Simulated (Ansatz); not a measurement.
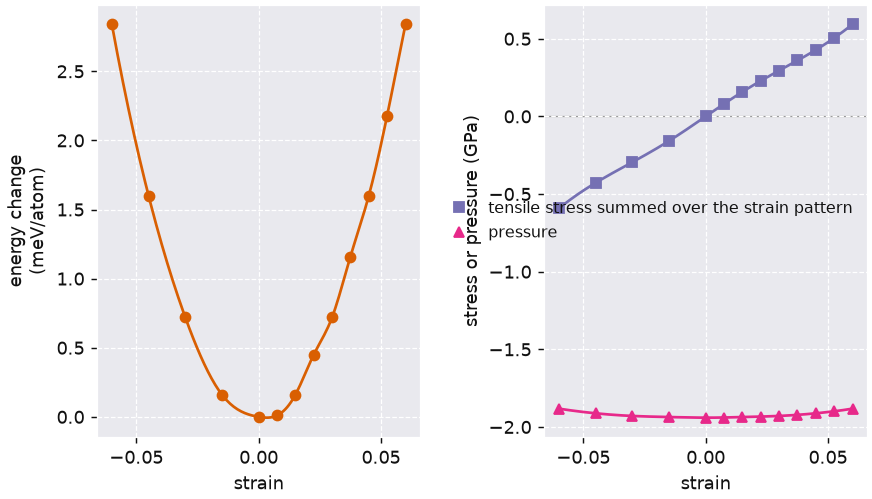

The figure shows the energy change, tensile stress summed over the strain pattern and pressure against strain for Sn, space group Immm (No. 71).

Structure:
```xyz
1
Lattice="-1.7265 1.7755 2.3383 1.7265 -1.7755 2.3383 1.7265 1.7755 -2.3383" Properties=species:S:1:pos:R:3 pbc="T T T"
Sn    0.0000    0.0000    0.0000
```

Calculation (Ansatz 0.2.0): homogeneous strain of a crystal along one Voigt pattern with engineering shear, fractional coordinates fixed, by plane-wave density functional theory with PAW datasets, free energies less that of the undisturbed cell, pressure positive in compression; scalar-relativistic. Level: r2SCAN, no spin polarisation.

- wave cutoff: 300 eV
- k mesh: 20×20×20
- occupations: Gaussian
- smearing width: 0.15 eV
- k shift: (0, 0, 0) (mesh steps)
- start: as given
- strain pattern: (0, 0, 0, 0, 1, 0) (xx yy zz yz xz xy with engineering shear)

The points at strain −0.045, −0.015, 0.03 and 0.06 follow from computed ones by symmetry.

> At which strain is the energy change least?

The lowest computed point is at strain 0.0000 (0.00 meV/atom).

> What does the tensile stress summed over the strain pattern do across the range?

It rises from −0.593 GPa at strain −0.0600 to 0.593 GPa at 0.0600, and changes sign near 0.000.

> Read off the course of the pressure.

It goes from −1.882 GPa at strain −0.0600 to −1.882 GPa at 0.0600, not monotonically, with a low of −1.940 GPa at 0.0000.

> Which elastic constant follows from the slope of the stress, and how large is it?

The slope of stress against strain at the start, which at zero pressure is the clamped-ion constant C55, is 9.9 GPa.

Limits of the calculation: cutoff under the advised one; reference crystal is not relaxed.
